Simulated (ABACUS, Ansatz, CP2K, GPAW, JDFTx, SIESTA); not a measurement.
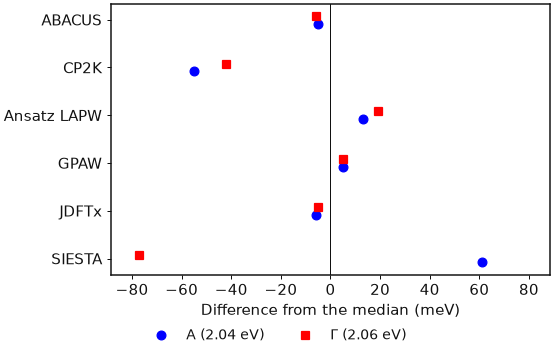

Direct gap at each named k point, for Se, space group P1 (No. 1), 3 atoms in the cell, atoms moved at random, drawn with an rms of 0.05 Å; a = 4.37 Å, b = 4.37 Å, c = 4.95 Å, α = 90.00°, β = 90.00°, γ = 120.00°. Six programs ran PBEsol (no spin polarisation, no spin-orbit coupling) on the same cell and 7×7×6 k mesh. The plot shows each result less the median of the plane-wave and all-electron runs, which the legend gives. In reduced coordinates of the cell that was run, A is (0, 0, 0.5). The smallest gap over all k points computed is less than these values: 0.85 eV in JDFTx, from the valence top at (0.143, 0.429, 0.5) in reduced coordinates to the conduction bottom at A.

What spread should one expect between these programs?

The plane-wave and all-electron programs (JDFTx, ABACUS, GPAW and Ansatz LAPW) agree within 26 meV at these points; some share their pseudopotentials, which pulls the median their way; their potentials differ as well, also in the shells treated as valence. SIESTA departs by up to −77 meV (at Γ) and CP2K departs by up to −55 meV (at A).

| program | kind | valence electrons | A (eV) | Γ (eV) |
| --- | --- | --- | --- | --- |
| SIESTA | local basis | 48 | 2.096 | 1.983 |
| JDFTx | plane waves | 48 | 2.029 | 2.055 |
| GPAW | plane waves | 18 | 2.040 | 2.065 |
| Ansatz LAPW | all-electron | – | 2.048 | 2.079 |
| CP2K | local basis | 18 | 1.980 | 2.018 |
| ABACUS | plane waves | 48 | 2.030 | 2.054 |

Settings. PseudoDojo 0.4 standard (PBEsol files), Fermi-Dirac smearing of 0.05 eV (SIESTA 5.4.2). PseudoDojo-SR-PBEsol-0.4.1-standard with smoothed tails, 1170 eV cutoff, Fermi-Dirac smearing of 0.05 eV (JDFTx 1.7.0 (patched build)). PAW data sets generated in the run's folder for this functional, 600 eV cutoff, Fermi-Dirac smearing of 0.05 eV (GPAW 26.7.0). all-electron LAPW, Fermi-Dirac smearing of 0.05 eV (Ansatz 0.2.0). POTENTIAL_UZH Se GTH-PBE-q6; TZVP-MOLOPT-PBE-GTH basis, Fermi-Dirac smearing of 0.05 eV (CP2K 2026.2). PseudoDojo NC SR 0.4.1 PBEsol standard, 1184 eV cutoff, Fermi-Dirac smearing of 0.05 eV (ABACUS).

Spin-orbit coupling is left out, which matters for Se. LDA, GGA and most meta-GGA functionals understate gaps. SIESTA and CP2K: the basis of atomic orbitals isn't converged, which shifts gaps and empty levels. CP2K: the potentials were made for another functional.
